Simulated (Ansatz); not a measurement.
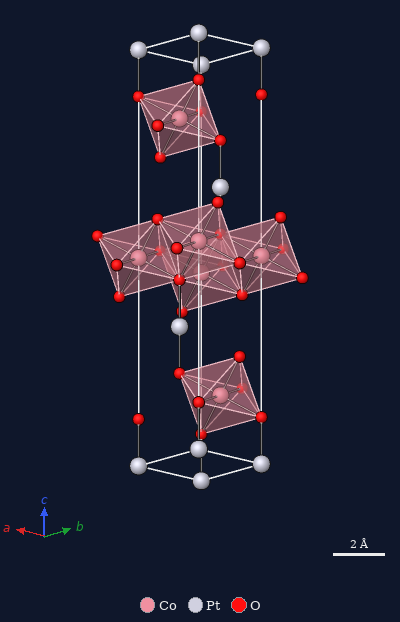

The structure as given in the input (polyhedral view of the cell 3 times as large as that of the calculation, set on its symmetry axes, seen at an oblique angle; polyhedra are completed across the faces of the cell). An atom can appear more than once, as a periodic image.

**Mending a single-point calculation on CoPtO2**

System: CoPtO2 (R-3m, 4 atoms in the cell, total charge +4).
Method of run A: DFT, PBE, plane waves, PAW, no spin polarisation (Ansatz 0.2.0).

The structure derives from a Materials Project entry. Some settings of this run were made unusual or wrong on purpose. Text and figures count atoms from 1; the logs count them from 0 in places.

### Input file, run A
```yaml
crystal:
  lattice:
    - [1.4059840539, 0.811745272, 6.1399172004]
    - [-1.4059840539, 0.811745272, 6.1399172004]
    - [0.0, -1.623490544, 6.1399172004]
  atoms:
    - { symbol: Co, position: [0.5, 0.5, 0.5] }
    - { symbol: Pt, position: [0.0, 0.0, 0.0] }
    - { symbol: O, position: [0.8876528272, 0.8876528272, 0.8876528272] }
    - { symbol: O, position: [0.1123471728, 0.1123471728, 0.1123471728] }
basis:
  ecutwfc: 420
kpoints:
  mp_grid: { grid: [18, 18, 18] }
hamiltonian:
  xc: pbe
scf:
  occupations: { method: gaussian, width: 0.15 }
  max_iter: 80
output:
  forces: true
  eigenvalues: true
  stress: true
total_charge: 4
```

Launched with:
```bash
ansatz run input.yaml --threads 2 --pin off --max-ram 5120MiB --backend cpu --events-out ev --progress --plain --runs-dir out
```

Hardware: 2 threads of Intel Xeon @ 2.50GHz (Skylake/Cascade Lake), 189 GiB of memory available, shared host.

### Output, shortened to warnings, some set-up lines, iterations and results (run A)
```
Basis set: ecut = 420 eV, 843 PW (Γ), FFT grids on a1−a3, a2−a3, a3, exchange–correlation on 40×40×90 points (8 copies of the dense FFT grid, shifted against one another)
Symmetry: 12 space group operations
k-points: 580 of 5832
Initial density: superposition of atomic densities (neutral atoms scaled as one to the charged cell's electrons: chi_scale 0, normalization atom), corrected by the library's trained network
[...]
SCF iter   1: F=—  HF=-18904.113040 eV  |F-HF|=—  |Δ(HF+E_count)|=         —  Δρ=9.91e-1  dr2=5.51e2  ethr=1.77e-3  ⟨swp⟩=5.1  Hψ=67177  notcnv=0
SCF iter   2: F=—  HF=-18873.215243 eV  |F-HF|=—  |Δ(HF+E_count)|=    3.09e1  Δρ=1.10e0  dr2=4.30e2  ethr=1.77e-3  ⟨swp⟩=7.2  Hψ=65046  notcnv=0  defer=54
SCF iter   3: F=—  HF=-18842.419792 eV  |F-HF|=—  |Δ(HF+E_count)|=    3.08e1  Δρ=2.35e-1  dr2=3.58e1  ethr=1.77e-3  ⟨swp⟩=4.2  Hψ=47219  notcnv=0
SCF iter   4: F=—  HF=-18839.097768 eV  |F-HF|=—  |Δ(HF+E_count)|=    3.32e0  Δρ=1.79e-1  dr2=9.00e0  ethr=1.77e-3  ⟨swp⟩=2.4  Hψ=31106  notcnv=0
SCF iter   5: F=—  HF=-18839.786777 eV  |F-HF|=—  |Δ(HF+E_count)|=   6.89e-1  Δρ=2.51e-1  dr2=4.29e1  ethr=1.77e-3  ⟨swp⟩=3.5  Hψ=40854  notcnv=0  recentre
[... 9 lines ...]
SCF iter  15: F=—  HF=-18838.502559 eV  |F-HF|=—  |Δ(HF+E_count)|=   4.43e-5  Δρ=3.46e-4  dr2=4.98e-5  ethr=3.76e-7  ⟨swp⟩=2.3  Hψ=20692  notcnv=0
SCF iter  16: F=—  HF=-18838.502479 eV  |F-HF|=—  |Δ(HF+E_count)|=   8.02e-5  Δρ=8.11e-5  dr2=2.61e-6  ethr=1.16e-7  ⟨swp⟩=1.0  Hψ=15080  notcnv=0
SCF iter  17: F=—  HF=-18838.502479 eV  |F-HF|=—  |Δ(HF+E_count)|=   9.46e-8  Δρ=1.70e-5  dr2=1.25e-7  ethr=6.07e-9  ⟨swp⟩=1.5  Hψ=16885  notcnv=0
SCF iter  18: F=-18838.502479 eV  HF=-18838.502479 eV  |F-HF|=1.93e-9  |Δ(HF+E_count)|=   1.65e-8  Δρ=4.08e-6  dr2=5.67e-9  ethr=2.33e-10  ⟨swp⟩=4.7  Hψ=56107  notcnv=0
SCF 1 converged in 18 iterations: F = -18838.502479 eV  dr2 = 5.67e-9
SCF converged after 18 iterations
Free energy (F): -18838.502479 eV
Harris-Foulkes:  -18838.502479 eV  (|F-HF|=1.93e-9)
Internal energy: -18838.431716 eV  (E = F + TS)
E sigma→0 (E₀):  -18838.467097 eV
Entropy (-TS):   -0.070763 eV (-17.691 meV/atom)
Fermi energy:    12.598398 eV
--- Per-component energies (eV) ---
  E_band       = -635.322582
  E_kinetic    = 1329.689723
  E_local      = -5638.527236  (includes V_loc(G=0)·N_el)
  E_nonlocal   = 692.631415
  E_hartree    = 2193.941862
  E_xc         = -520.147112
  E_vxc        = -632.978901  (∫ρ·V_xc dr)
  E_paw        = -11238.779460  (= ΣΔE_a)
  E_vpaw       = -774.022033  (= ΣTr[D̂ρ^β])
  E_aug_tail   = 0.004496  (compensation charges beyond the density's cutoff)
  E_ewald      = -5657.245402
  E_smearing   = -0.070763  (= −TS)
  E_closure    = -0.000000  (closes the sum)
  E_deformation_potential = 89.777045  (in the stress; not in F)
  Σ components = -18838.502479   (vs F -18838.502479, Δ=0.00e0)
--- Forces (eV/Å), atoms counted from 1 ---
  atom   1  Co    -0.00000000     0.00000000     0.00000000
  atom   2  Pt     0.00000000     0.00000000     0.00000000
  atom   3  O      0.00000000     0.00000000     2.28840832
  atom   4  O      0.00000000     0.00000000    -2.28840832
  max |Σ_I F_I| component: 4.93e-31 eV/Å
--- Stress (GPa, compression-positive) ---
        8.216560       0.000000       0.000000
        0.000000       8.216560       0.000000
       -0.000000       0.000000     -26.829491
  P = ⅓ Tr σ = -3.4655 GPa (-34.655 kbar)
```

What went wrong, and how is the input to be mended?

Answer. A setting was made wrong on purpose: a charge that the system can't hold (`total_charge`). The cell cannot bind or give up so many electrons; the background charge dominates. The program still converged, but the numbers can't be taken as results for the intended system. The cell is charged and computed with a neutralising background, so its energy and pressure depend on the cell and aren't those of a real crystal.

A run of the same system that converges differs from this input as follows (lines with − go, lines with + come):
```diff
-  max_iter: 80
-total_charge: 4
```

### Output, shortened to warnings, some set-up lines, iterations and results (run B)
```
Basis set: ecut = 420 eV, 843 PW (Γ), FFT grids on a1−a3, a2−a3, a3, exchange–correlation on 40×40×90 points (8 copies of the dense FFT grid, shifted against one another)
Symmetry: 12 space group operations
k-points: 580 of 5832
Initial density: superposition of atomic densities (neutral atoms: chi_scale 0, normalization atom), corrected by the library's trained network
[...]
SCF iter   1: F=—  HF=-18782.379397 eV  |F-HF|=—  |Δ(HF+E_count)|=         —  Δρ=6.07e-3  dr2=1.46e-2  ethr=1.77e-3  ⟨swp⟩=5.6  Hψ=64988  notcnv=0
SCF iter   2: F=—  HF=-18782.379215 eV  |F-HF|=—  |Δ(HF+E_count)|=   1.81e-4  Δρ=3.07e-3  dr2=5.39e-3  ethr=3.11e-5  ⟨swp⟩=1.6  Hψ=23701  notcnv=0
SCF iter   3: F=—  HF=-18782.378882 eV  |F-HF|=—  |Δ(HF+E_count)|=   3.34e-4  Δρ=5.78e-4  dr2=6.02e-4  ethr=1.15e-5  ⟨swp⟩=1.0  Hψ=16392  notcnv=0
SCF iter   4: F=—  HF=-18782.378845 eV  |F-HF|=—  |Δ(HF+E_count)|=   3.66e-5  Δρ=3.92e-4  dr2=6.64e-5  ethr=1.28e-6  ⟨swp⟩=1.0  Hψ=16393  notcnv=0
SCF iter   5: F=—  HF=-18782.378759 eV  |F-HF|=—  |Δ(HF+E_count)|=   8.62e-5  Δρ=9.06e-5  dr2=9.31e-6  ethr=1.41e-7  ⟨swp⟩=2.0  Hψ=23973  notcnv=0
SCF iter   6: F=—  HF=-18782.378759 eV  |F-HF|=—  |Δ(HF+E_count)|=   2.53e-7  Δρ=4.61e-5  dr2=1.54e-6  ethr=1.98e-8  ⟨swp⟩=2.0  Hψ=29282  notcnv=0
SCF iter   7: F=-18782.378759 eV  HF=-18782.378759 eV  |F-HF|=5.62e-9  |Δ(HF+E_count)|=   6.37e-8  Δρ=8.56e-6  dr2=2.29e-8  ethr=2.13e-10  ⟨swp⟩=6.1  Hψ=70313  notcnv=0
SCF 1 converged in 7 iterations: F = -18782.378759 eV  dr2 = 2.29e-8
SCF converged after 7 iterations
Free energy (F): -18782.378759 eV
Harris-Foulkes:  -18782.378759 eV  (|F-HF|=5.62e-9)
Internal energy: -18782.366830 eV  (E = F + TS)
E sigma→0 (E₀):  -18782.372794 eV
Entropy (-TS):   -0.011929 eV (-2.982 meV/atom)
Fermi energy:    16.000692 eV
--- Per-component energies (eV) ---
  E_band       = -496.083750
  E_kinetic    = 1435.483662
  E_local      = -5780.475169  (includes V_loc(G=0)·N_el)
  E_nonlocal   = 751.542385
  E_hartree    = 2316.500901
  E_xc         = -565.693168
  E_vxc        = -692.956506  (∫ρ·V_xc dr)
  E_paw        = -11282.485015  (= ΣΔE_a)
  E_vpaw       = -842.693126  (= ΣTr[D̂ρ^β])
  E_aug_tail   = 0.004977  (compensation charges beyond the density's cutoff)
  E_ewald      = -5657.245402
  E_smearing   = -0.011929  (= −TS)
  E_closure    = -0.000000  (closes the sum)
  Σ components = -18782.378759   (vs F -18782.378759, Δ=0.00e0)
--- Forces (eV/Å), atoms counted from 1 ---
  atom   1  Co     0.00000000     0.00000000    -0.00000000
  atom   2  Pt     0.00000000     0.00000000    -0.00000000
  atom   3  O      0.00000000    -0.00000000     0.36341872
  atom   4  O      0.00000000     0.00000000    -0.36341872
  max |Σ_I F_I| component: 2.37e-30 eV/Å
--- Stress (GPa, compression-positive) ---
        4.238210       0.000000       0.000000
        0.000000       4.238210      -0.000000
       -0.000000      -0.000000     -12.402142
  P = ⅓ Tr σ = -1.3086 GPa (-13.086 kbar)
```

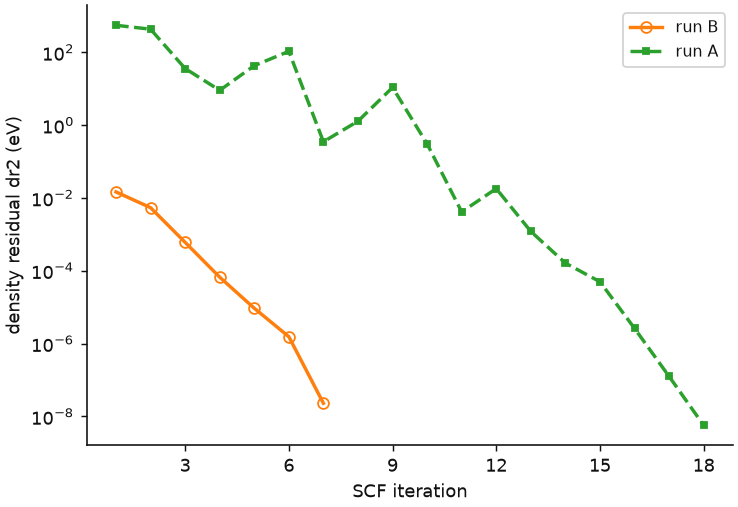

Convergence of the two runs: density residual dr2 against the SCF iteration. Run B takes 7 iterations in all, and run A takes 18.

### The two runs side by side

| quantity | run A | run B |
| --- | --- | --- |
| outcome | converged | converged |
| free energy per atom (eV) | −4709.6256 | −4695.5947 |
| energy per atom, smearing taken to zero (eV) | −4709.6168 | −4695.5932 |
| gap on the mesh (eV) | 0.00 | 0.00 |
| pressure (GPa) | −3.47 | −1.31 |
| largest force (eV/Å) | 2.288 | 0.363 |
| SCF iterations | 18 | 7 |
| irreducible k-points | 580 | 580 |
| plane waves at Γ | 843 | 843 |
| wall time (shared host) | 72 s | 39 s |

The total energies belong to different systems, so their difference says nothing on which is more stable or more accurate. The pressure goes from −3.47 to −1.31 GPa. The largest force goes from 2.288 to 0.363 eV/Å. A charged cell is computed with a uniform neutralising background, so its energy and pressure depend on the cell and aren't those of a real crystal. The SCF takes 7 iterations against 18. On the same kind of shared host run B took about 0.55 times as long.

Notes on run B: The run has no spin polarisation, so a magnetic state may lie lower. Spin–orbit coupling is left out, which matters for Pt.
